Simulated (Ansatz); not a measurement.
# MgO: what the electrons do

Space group R-3m. This isn't the usual form at ambient conditions. The cell comes from a database of computed structures, not from a measurement.

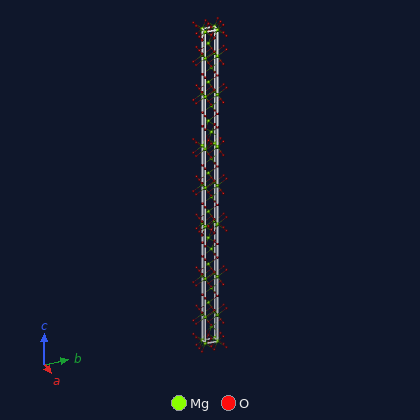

The conventional cell.

Input

```
crystal:
  lattice:
    - [-1.4974545975, 2.593667445, 0.0]
    - [-2.994909195, 0.0, 0.0]
    - [-1.4974545975, 0.864555815, 19.9822138309]
  atoms:
    - { symbol: Mg, position: [0.624394, 0.624394, 0.126818] }
    - { symbol: Mg, position: [0.375606, 0.375606, 0.873182] }
    - { symbol: Mg, position: [0.207729, 0.207729, 0.376813] }
    - { symbol: Mg, position: [0.792271, 0.792271, 0.623187] }
    - { symbol: Mg, position: [0.08456, 0.08456, 0.74632] }
    - { symbol: Mg, position: [0.91544, 0.91544, 0.25368] }
    - { symbol: Mg, position: [0.5, 0.5, 0.5] }
    - { symbol: Mg, position: [0.0, 0.0, 0.0] }
    - { symbol: O, position: [0.853865, 0.853865, 0.438405] }
    - { symbol: O, position: [0.146135, 0.146135, 0.561595] }
    - { symbol: O, position: [0.561583, 0.561583, 0.315251] }
    - { symbol: O, position: [0.438417, 0.438417, 0.684749] }
    - { symbol: O, position: [0.687125, 0.687125, 0.938625] }
    - { symbol: O, position: [0.312875, 0.312875, 0.061375] }
    - { symbol: O, position: [0.730764, 0.730764, 0.807708] }
    - { symbol: O, position: [0.269236, 0.269236, 0.192292] }
basis:
  ecutwfc: 500
  fft_grid_basis: typed
kpoints:
  mp_grid: { grid: [9, 9, 10] }
hamiltonian:
  xc: pbe
scf:
  occupations: { method: gaussian, width: 0.05 }
output:
  forces: true
  stress: true
  eigenvalues: true
  bader: true
  write_density: true
  volumetric_format: npy
  elf: true
```

Command:

```sh
ansatz run input.yaml --threads 4 --pin off --max-ram 8192MiB --backend cpu --events-out ev --progress --plain --runs-dir out
```

The picture shows the conventional cell (a = 2.99 Å, b = 2.99 Å, c = 59.95 Å, α = 90.00°, β = 90.00°, γ = 120.00°).

Level of theory: DFT PBE, scalar-relativistic, plane waves, PAW in Ansatz.

Core electrons are frozen (PAW), so the maps are meaningful between the atoms, not at the nuclei.

Part 1: Bonding charge

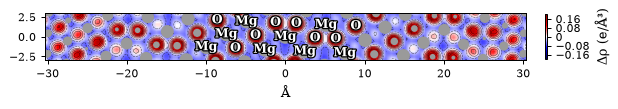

Deformation density (self-consistent density less superposed neutral spherical atoms): a map on the (111) plane of the conventional cell, with grey discs over the atomic cores. Cores are masked to 0.9 Å (Mg) and 0.6 Å (O).

Describe the bonding charge.

Mg–O (2.12 Å): Δρ is +0.03 e/Å³ at the midpoint (close to a masked core, so read it with care).
- Mg–Mg (2.99 Å): Δρ is −0.04 e/Å³ at the midpoint.
- Over the whole cell, outside the masked cores, the largest gain lies at the edge of the masked core of O, and the largest loss lies at the edge of the masked core of Mg.
- The rearranged charge, half the integral of |Δρ|, is about 0.25 e an atom.
- Bader charges: Mg +1.72 and O −1.72 e.

Part 2: One group of states

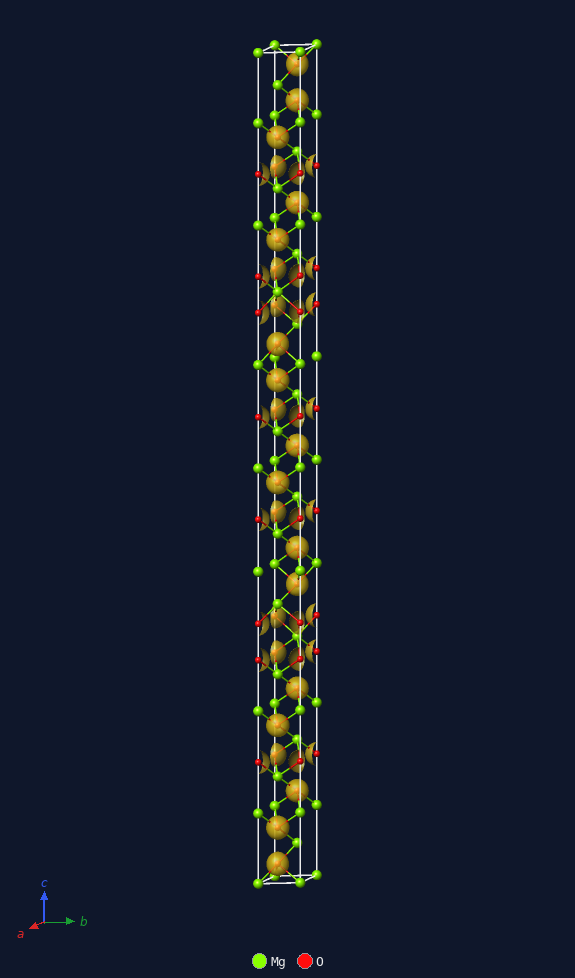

Density of the Kohn–Sham states from −4.7 to −3.1 eV about the valence-band maximum (the lower third of the upper valence band), scaled to one electron a cell: yellow surface at 0.01 1/Å³, in the conventional cell seen slightly off an axis.

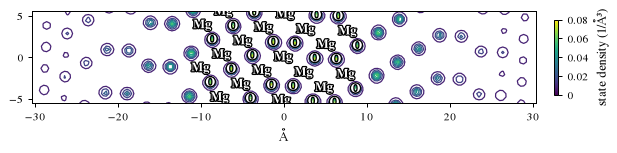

The same field as a map on the (111) plane of the conventional cell.

Describe these states.

Projected on a minimal set of atomic orbitals (Löwdin), they are O 2p (85 %) and Mg 3s (15 %). In space (atomic cells sized by Bader volumes) the density divides as O about 90 % and Mg about 10 %.

Part 3: Another level of theory

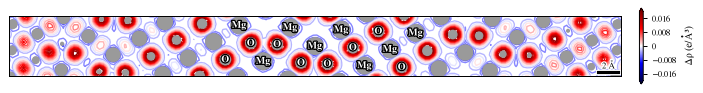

MgO: difference of two self-consistent densities at the same geometry, ρ(r2SCAN) − ρ(PBE), on the (111) plane of the conventional cell. Grey discs cover the cores, where the PAW densities can't be compared. Cores are masked to 0.9 Å (Mg) and 0.6 Å (O).

Both runs: Ansatz, scalar-relativistic, plane waves and PAW, same cutoff, k-points and PAW files (made with PBE).

What differs between the two levels of theory?

Against PBE, and outside the masked cores, the largest gain lies at the edge of the masked core of O, and the largest loss lies at the edge of the masked core of Mg.
- Bader charges are Mg +1.72 and O −1.72 e with PBE and Mg +1.74 and O −1.74 e with r2SCAN.
- At this volume the pressure is 0 GPa with PBE and −5 GPa with r2SCAN.
- The gap on the mesh is 3.89 eV with PBE and 4.70 eV with r2SCAN.

Part 4: Change of volume

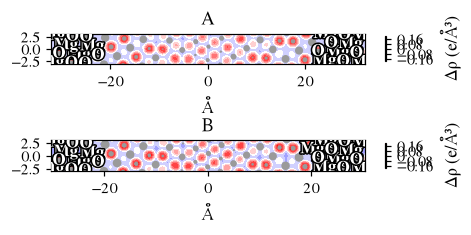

MgO: deformation density on the (111) plane of the conventional cell at two volumes, with the same fractional coordinates and one colour scale. Grey discs cover the cores.

Which panel is the larger cell, by how much, and what changes?

A is the larger cell: A has 120 % of the volume of B.
- The pressure is 0 GPa in B and −18 GPa in A.
- Bader charges stay at Mg +1.72 and O −1.72 e.
- The rearranged charge is 0.25 e an atom in B and 0.26 e in A.

Part 5: Putting it together

Charge passes from Mg (Pauling electronegativity 1.31) to O (3.44), the direction that the scale predicts; the Bader charges fall short of whole formal charges, as they usually do. r2SCAN has less self-interaction than PBE: it moves charge onto O, so the crystal turns more ionic, and the gap widens from 3.89 to 4.70 eV. The two pressures give a mean stiffness −ΔP/Δln V of about 101 GPa over this range, with the atoms held at their fractional positions.
